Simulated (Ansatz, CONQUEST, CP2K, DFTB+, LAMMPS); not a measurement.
# Codes compared on glassy 72SiO2-17Al2O3-6BaO-6ZnO (mol %) (116 atoms)

Aim: run glassy 72SiO2-17Al2O3-6BaO-6ZnO (mol %) (116 atoms) in several programs and set results and cost side by side. A plane-wave run serves as the reference.

Method: Kohn-Sham DFT, PBE, PAW, plane waves, in Ansatz 0.2.0.

## 1. The structure

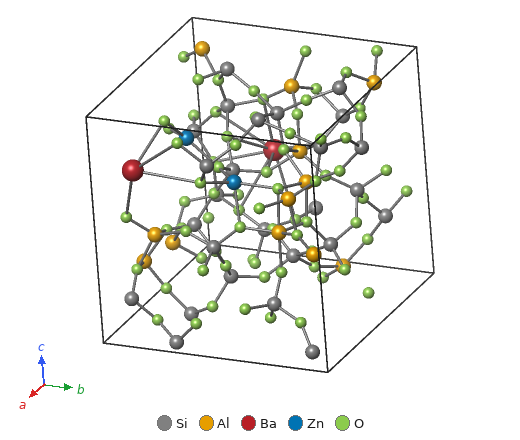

The starting structure, seen slightly off an axis (silicon grey, aluminium orange, barium red, zinc blue, oxygen green). Bonds to atoms that aren't drawn are left out. Some periodic images of atoms are drawn too.

The cell holds 116 atoms: 26 Si, 12 Al, 2 Ba, 2 Zn and 74 O. Cell: a = 11.345 Å, b = 11.345 Å, c = 11.345 Å, α = 90.0°, β = 90.0°, γ = 90.0°. 116 atoms (26 Si, 12 Al, 2 Ba, 2 Zn, 74 O) placed at random at 3.01 g/cm³, melted at 4000 K for 10 ps at fixed volume with the Morse and Coulomb pair potential with partial charges (Pedone, Malavasi, Menziani, Cormack and Segre, J. Phys. Chem. B 110, 11780 (2006)). Quenched from 4000 K to 300 K at 50 K/ps and fixed volume, held 5 ps.

## 2. Plane-wave reference

The PAW files are the set soft_2.

input.yaml

```yaml
crystal:
  lattice:
    - [11.345, 0.0, 0.0]
    - [0.0, 11.345, 0.0]
    - [0.0, 0.0, 11.345]
  atoms:
    - { symbol: Si, position: [0.84404, 0.70248, 0.19524] }
    - { symbol: Si, position: [0.75747, 0.92192, 0.87913] }
    - { symbol: Si, position: [0.94842, 0.912, 0.05605] }
    - { symbol: Si, position: [0.34509, 0.85995, 0.50039] }
    [... 106 atom lines left out ...]
    - { symbol: O, position: [0.22727, 0.01917, 0.28901] }
    - { symbol: O, position: [0.03089, 0.83642, 0.97468] }
    - { symbol: O, position: [0.46542, 0.7244, 0.93339] }
    - { symbol: O, position: [0.56436, 0.52462, 0.16902] }
    - { symbol: O, position: [0.88773, 0.43481, 0.71534] }
    - { symbol: O, position: [0.51063, 0.11897, 0.74895] }
kpoints:
  mp_grid: { grid: [1, 1, 1] }
hamiltonian:
  xc: pbe
scf:
  occupations: { method: fermi_dirac, width: 0.05 }
output:
  forces: true
  eigenvalues: true
  populations: true
  stress: true
```

Launch:

```console
$ ansatz run input.yaml --threads 4 --pin off --max-ram 8192MiB --backend cpu --events-out ev --progress --plain --runs-dir out
```

Numbers of over 12 decimals in the logs are rounded to 6 here.

Log:

```text
[...]
Pseudopotentials: kind: paw
Pseudopotential: Si, paw, valence charge 4, recommended cutoff 420 eV (normal), Si.paw.azcp
Pseudopotential: Al, paw, valence charge 3, recommended cutoff 420 eV (normal), Al.paw.azcp
Pseudopotential: Ba, paw, valence charge 10, recommended cutoff 420 eV (normal), Ba.paw.azcp
Pseudopotential: Zn, paw, valence charge 12, recommended cutoff 420 eV (normal), Zn.paw.azcp
Pseudopotential: O, paw, valence charge 6, recommended cutoff 420 eV (normal), O.paw.azcp
[... 5 lines on functional and potentials left out ...]
Crystal: 116 atoms, lattice volume = 1460.204 Å³
Basis set: ecut = 420 eV, 28425 PW (Γ), exchange–correlation on 160×160×160 points (8 copies of the dense FFT grid, shifted against one another)
Bands: 430, of which v1, the nominal top of the filled ones, is band 314 counted from 1 (313 counted from 0)
Symmetry: 1 space group operations
Space group: P1 (ITA 1), of the structure as read, at distance tolerance 1.1e-4 Å
k-points: 1
[... 11 lines on functional and potentials left out ...]
Initial density: superposition of atomic densities (neutral atoms: chi_scale 0, normalization atom), corrected by the library's trained network
Initial wavefunctions: pseudopotential atomic-orbital guess
[...]
SCF iter   1: F=—  HF=-83627.202154 eV  |F-HF|=—  |Δ(HF+E_count)|=         —  Δρ=2.36e-3  dr2=1.15e-1  ethr=1.77e-3  ⟨swp⟩=6.0  Hψ=1926  notcnv=0  defer=97
preconditioner: auto → Resta (q_TF=auto, 2.370 Å⁻¹)  ε∞=3.4  [insulator: Δε(μ)=2.761 eV  Ē_g=15.522 eV  σ=0.050 eV  W_gap=1.00  n_scr=340 (ndim 8)  ℏωp=24.3 eV  f_vac=0.093  D(μ)=0.00/eV (n_scr^D=0)  ε∞_Penn≈3.4]
[...]
SCF iter   9: F=—  HF=-83627.213720 eV  |F-HF|=—  |Δ(HF+E_count)|=   7.77e-7  Δρ=2.98e-6  dr2=1.36e-7  ethr=1.57e-10  ⟨swp⟩=2.0  Hψ=590  notcnv=0  defer=110
SCF iter  10: F=-83627.213720 eV  HF=-83627.213720 eV  |F-HF|=6.58e-9  |Δ(HF+E_count)|=   7.28e-8  Δρ=1.41e-6  dr2=2.71e-8  ethr=1.59e-11  ⟨swp⟩=17.0  Hψ=2997  notcnv=0
SCF 1 converged in 10 iterations: F = -83627.213720 eV  dr2 = 2.71e-8
[...]
SCF converged after 10 iterations
Free energy (F): -83627.213720 eV
Harris-Foulkes:  -83627.213720 eV  (|F-HF|=6.58e-9)
Internal energy: -83627.213720 eV  (E = F + TS)
E sigma→0 (E₀):  -83627.213720 eV
Fermi energy:    6.323899 eV
--- Per-component energies (eV) ---
[...]
Σ components = -83627.213720   (vs F -83627.213720, Δ=0.00e0)
--- Forces (eV/Å), atoms counted from 1 ---
  atom   1  Si     2.98457688     0.11309789    -3.19210781
  atom   2  Si     0.00758260    -3.89272487     0.86104638
  atom   3  Si    -0.84756087    -2.08521817    -2.79180445
  atom   4  Si     0.59109643     1.76767253     0.52891623
[...]
atom 116  O     -0.60420596     1.01740968    -0.83165164
  max |Σ_I F_I| component: 1.11e-4 eV/Å
--- Stress (GPa, compression-positive) ---
        7.702332      -0.220586       1.784650
       -0.220600       3.190568      -1.908467
        1.784642      -1.908466       6.849597
  P = ⅓ Tr σ = 5.9142 GPa (59.142 kbar)
--- Band table (eV) ---
  k-point 0: bands = ["-22.7926", "-22.4213", "-16.7476", "-16.5882", [... 414 levels ...], "14.3133", "14.3390", "14.3490", "14.4151", "14.4563", "14.4628", "14.5251", "14.5621", "14.5784", "14.6296", "14.6517", "14.6557"]
--- Löwdin populations: 116 sites ---
  site symbol       q [e]
     0     Si      2.2186
     1     Si      2.2450
     2     Si      2.2379
[...]
115      O      6.9775
  spilling = 0.011919 (of n_electrons = 628.000000)
```

Wall time 27 s (4 threads of Intel Xeon Platinum 8259CL at 2.50GHz (Skylake/Cascade Lake), shared host); peak memory 2.3 GiB.

The run gave:

```
free energy                                      : -83627.2137 eV
free energy per atom                             : -720.9243 eV/atom
SCF cycles                                       : 10
pressure                                         : 5.914 GPa
r.m.s. force component                           : 1.315 eV/Å
longest force                                    : 6.699 eV/Å
Fermi energy                                     : 6.324 eV
gap (highest filled to lowest empty level) : 2.642 eV
spilling of the projection                       : 0.01192
```

Length of the force by element:

```csv
element,coordination,atoms,mean length of the force (eV/Å),spread,least,most
Al,all,12,1.97,1.04,0.947,4.41
Ba,all,2,0.589,0.123,0.465,0.712
O,all,74,1.69,1.02,0.420,6.70
Si,all,26,2.93,1.05,0.925,4.85
Zn,all,2,0.291,0.0958,0.196,0.387
```

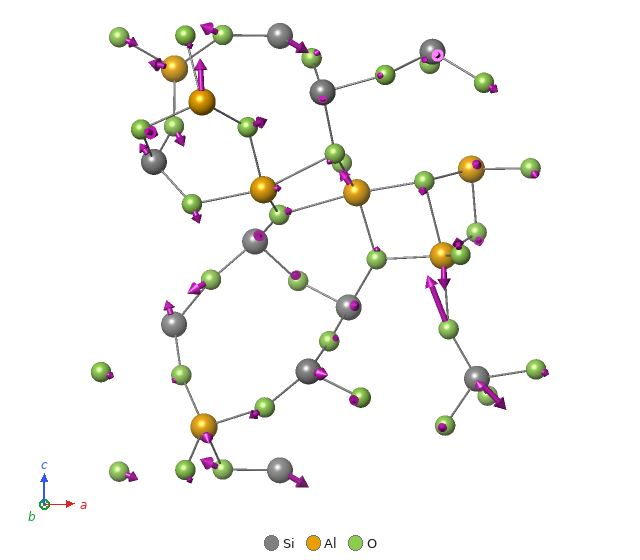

Forces as arrows; the longest in the cell is 6.70 eV/Å. Drawn is a slice 4 Å thick, seen along the normal of the ac plane. Bonds to atoms that aren't drawn are left out.

Löwdin charges by element (they lack the spilled electrons, 0.065 e an atom on average):

```csv
element,coordination,atoms,mean charge (e),spread,least,most
Al,all,12,1.36,0.0367,1.29,1.43
Ba,all,2,1.88,0.0149,1.87,1.90
O,all,74,-0.827,0.0543,-0.988,-0.745
Si,all,26,1.76,0.0268,1.70,1.80
Zn,all,2,1.50,0.0123,1.49,1.51
```

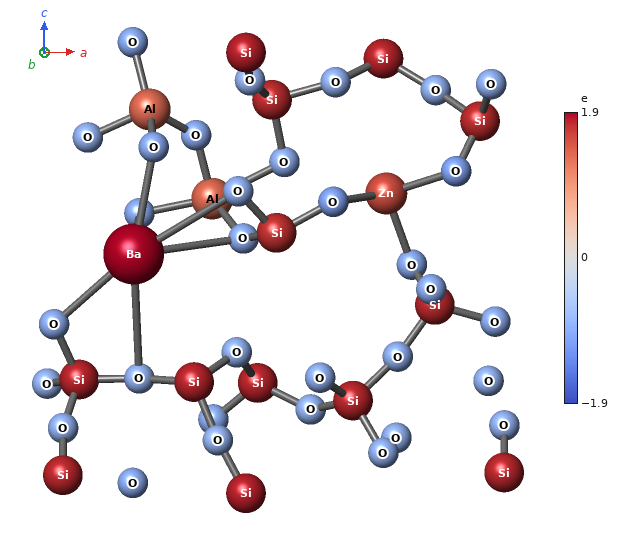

Atoms coloured by Löwdin charge. Drawn is a slice 4 Å thick, seen along the normal of the ac plane. Bonds to atoms that aren't drawn are left out.

The levels nearest the highest filled one (over half full), pooled over k-points and spins:

```csv
level less the highest filled one (eV),occupation
-0.880,2
-0.821,2
-0.805,2
-0.679,2
-0.387,2
0,2
2.64,0
3.36,0
3.76,0
3.90,0
4.03,0
4.13,0
```

## 3. Structure statistics

Density 3.01 g/cm³, 12.59 Å³ an atom.

Pair distribution functions g(r), in bins of 0.2 Å:

```
r (Å)  total   O-O   O-Si  O-Al  O-Ba  O-Zn  Si-Si
 1.40   0.04  0.00   0.14  0.00  0.00  0.00   0.00
 1.60   3.38  0.00  10.93  1.88  0.00  0.00   0.00
 1.80   1.22  0.00   0.90  7.08  0.00  1.11   0.00
 2.00   0.26  0.00   0.00  1.19  0.00  4.79   0.00
 2.20   0.07  0.00   0.07  0.28  0.00  0.83   0.00
 2.40   0.21  0.53   0.00  0.00  0.00  0.00   0.00
 2.60   1.60  3.88   0.00  0.00  0.00  0.00   0.00
 2.80   1.07  2.08   0.08  0.25  2.46  1.00   0.42
 3.00   0.89  1.04   0.33  0.29  1.69  0.87   2.64
 3.20   1.17  1.06   0.68  0.63  2.67  0.76   3.03
 3.40   0.89  0.69   1.09  1.19  0.68  0.35   0.47
 3.60   0.90  0.72   1.27  1.15  0.89  0.60   0.00
 3.80   1.14  0.51   1.67  1.98  0.00  1.36   1.08
 4.00   1.14  0.50   1.98  1.48  1.97  0.72   1.17
 4.20   1.00  0.62   1.48  1.41  0.21  1.55   0.68
 4.40   1.04  0.84   1.13  1.45  0.40  1.25   1.15
 4.60   1.08  1.37   0.77  0.65  1.11  1.48   1.62
 4.80   0.98  1.29   0.72  0.46  1.52  0.68   1.18
 5.00   1.07  1.52   0.60  0.79  0.79  0.63   1.38
 5.20   1.01  1.31   0.67  0.63  1.44  1.61   0.75
 5.40   0.98  1.11   0.92  0.87  0.82  0.54   0.88
 5.60   1.01  1.06   0.99  1.07  0.88  0.76   0.82
```

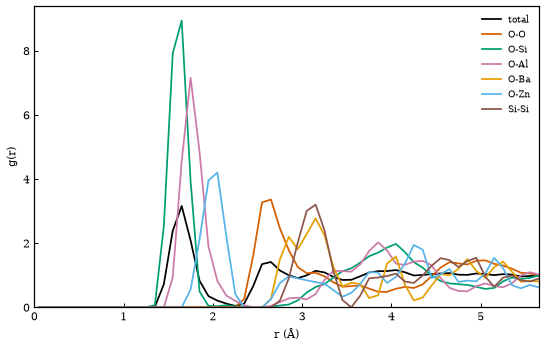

Pair distribution functions, lightly smoothed.

## 4. The ladder

The programs:
- CP2K 2026.2: Gaussian basis with GTH pseudopotentials and a plane-wave density; labels give functional, basis (MOLOPT sets; SR short-range, UZH the newer set with its own potentials), grid cutoff/relative cutoff and solver (OT: orbital transformation; TRS4, TC2, SIGN: linear-scaling purification with its sparsity filter), or its built-in tight binding.
- DFTB+ 25.1: tight binding, with Slater–Koster sets (DFTB) or xTB through its tblite library.

All use the same cell and atoms; the electronic-structure runs use the same k-mesh, and an electronic temperature of 580 K (0.05 eV) where levels are smeared.

Differences are against the plane-wave reference, forces as r.m.s. over components; share is that over the reference's r.m.s. force, slope the least-squares factor from reference forces to these. Total energies of different programs have different zeros and aren't compared.

```
                                                          run  Δ force, r.m.s. (meV/Å)  share (%)  slope  Δ pressure (GPa)  Δ gap (eV)  cores  CPU time  memory (GiB)
                                                    reference                        -          -      -                 -           -      4      99 s           2.3
CP2K PBE, DZVP-MOLOPT-SR, 400/50 Ry, diagonalisation (coarse)                      111       8.42  0.998            0.0586      -0.117      4    11 min           4.2
         CP2K PBE, DZVP-MOLOPT-SR, 800/50 Ry, diagonalisation                     81.7       6.21  1.000             0.018      -0.116      2    14 min           5.7
                                               DFTB+ GFN1-xTB                      717       54.5  0.769            -0.183       -1.20      1      45 s           1.1
```

Rows marked coarse were listed beforehand as settings not expected to be converged; some can still land near the reference.

CPU time is summed over cores on a shared host, where runs went side by side, so it is rough. Symmetry, cutoffs, thresholds, outputs and thread counts weren't matched or tuned between programs; memory under MPI is the largest rank's times the ranks.

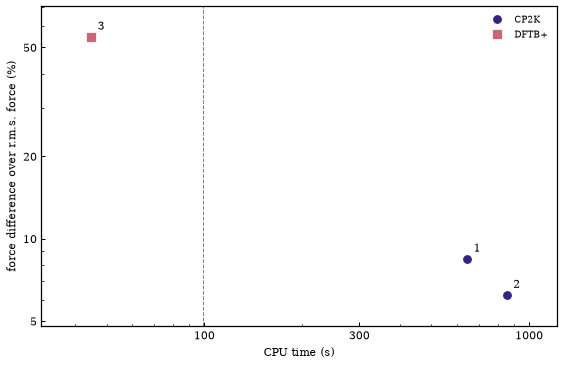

Force difference against CPU time; the dashed line marks the reference's time. Points: 1 CP2K PBE, DZVP-MOLOPT-SR, 400/50 Ry, diagonalisation; 2 CP2K PBE, DZVP-MOLOPT-SR, 800/50 Ry, diagonalisation; 3 DFTB+ GFN1-xTB.

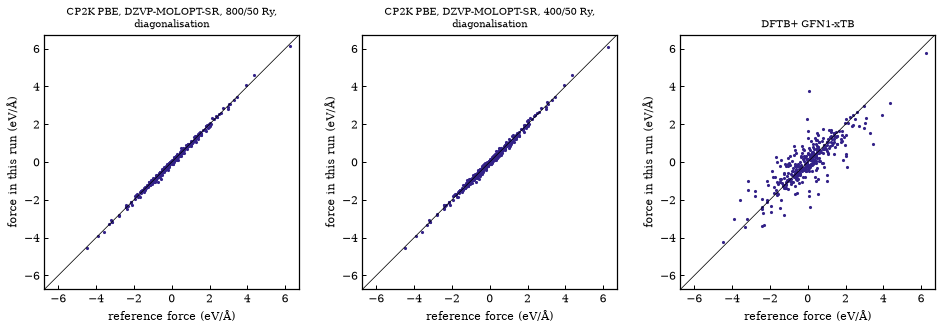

Force components against those of the reference; the line marks equality.

Left out of this page: CONQUEST PBE, grid 120 Ha, on-site functions, order-N, range 8 bohr (stopped by an internal error of the program).

Runs without a result: DFTB+ IPEA1-xTB (ended with an error: overlap matrix not positive definite).

Mean charges by element (e), by run and scheme:

```csv
run,scheme,Si,Al,Ba,Zn,O
reference,Löwdin,+1.76,+1.36,+1.88,+1.50,-0.83
"CP2K PBE, DZVP-MOLOPT-SR, 800/50 Ry, diagonalisation",Mulliken,+0.79,+1.16,+1.52,+0.79,-0.53
"CP2K PBE, DZVP-MOLOPT-SR, 800/50 Ry, diagonalisation",Hirshfeld,+0.53,+0.50,+0.65,+0.58,-0.30
DFTB+ GFN1-xTB,Mulliken,+0.75,+0.87,+0.90,+0.84,-0.45
```

The reference's Löwdin charges lack the electrons that the projection spills, 0.065 e an atom on average.

Within one program, basis, potentials and functional, energies share a zero. Each run against its twin at the usual cutoff or grid and solver:

```csv
run,twin,Δ energy (meV/atom),"Δ force, r.m.s. (meV/Å)",CPU time over the twin's
"CP2K PBE, DZVP-MOLOPT-SR, 400/50 Ry, diagonalisation","DZVP-MOLOPT-SR, 800/50 Ry, diagonalisation",-0.449,80.2,0.76 (this twin ran on 2 cores)
```

## 5. Summary of results

- reference r.m.s. force component: 1.32 eV/Å
- nearest in forces: CP2K PBE, DZVP-MOLOPT-SR, 800/50 Ry, diagonalisation, 6.2 %
- farthest in forces: DFTB+ GFN1-xTB, 55 %
- cheapest electronic-structure run beside the reference: DFTB+ GFN1-xTB, 45 s of CPU time

In words: The PBE run in local orbitals, coarse settings apart, differs by 6.2 % (CP2K PBE, DZVP-MOLOPT-SR, 800/50 Ry, diagonalisation); basis, grid and potentials can all enter. Tight binding differs by 55 % (DFTB+ GFN1-xTB); it is another model, with fitted parameters of its own, and the xTB methods hold dispersion. Runs with settings chosen to be coarse differ by 8.4 % (CP2K PBE, DZVP-MOLOPT-SR, 400/50 Ry, diagonalisation), their programs' other errors included. One electronic-structure run takes under half the reference's CPU time: DFTB+ GFN1-xTB, at 55 % in 45 s against 99 s. At the same functional, the gap of these runs lies 0.12 eV below the reference's 2.64 eV. Charges hang on model, scheme and program or settings: among these rows the mean for Ba runs from +0.65 to +1.88 e. In the reference: filled and empty levels are parted by 2.64 eV (at Γ alone); a semilocal functional tends to put such gaps too low. In a disordered cell it changes from sample to sample, and tail or defect levels can set it. In the reference: mean Löwdin charges: Al +1.36, Ba +1.88, O -0.83, Si +1.76, Zn +1.50 e (they miss 1.2 % of the electrons, so they add up to more than the cell's charge). Periodic xTB results under one method name differ between programs and library versions (DFTB+ here holds tblite 0.3). The quench rate of 50 K/ps is many orders above laboratory rates, so the cell is likely richer in defects and strain than a real sample. The network of bonds at the start is that of the classical potential that made the cell, and needn't be the one that DFT or experiment would give. The reference's stress is far from hydrostatic: its diagonal is 7.7, 3.2, 6.8 GPa, compression counted positive. The electronic-structure runs sample only Γ, in a cell whose shortest periodic width is 11 Å. Spin–orbit coupling is left out, which matters for the levels of the heavy elements.

[Also dropped from logs without a mark: logging warnings of Python, and SIESTA's first energy breakdown and zero terms.]

[Logs are printed without paths, hosts, clocks, repeated set-up lines and the standing remarks that a program may print on its own settings, such as how far it seeks lower states.]

[Hosts, paths, dates, database ids (printed as entryN), source tags and the programs' standing remarks are cut or masked in the printed files.]
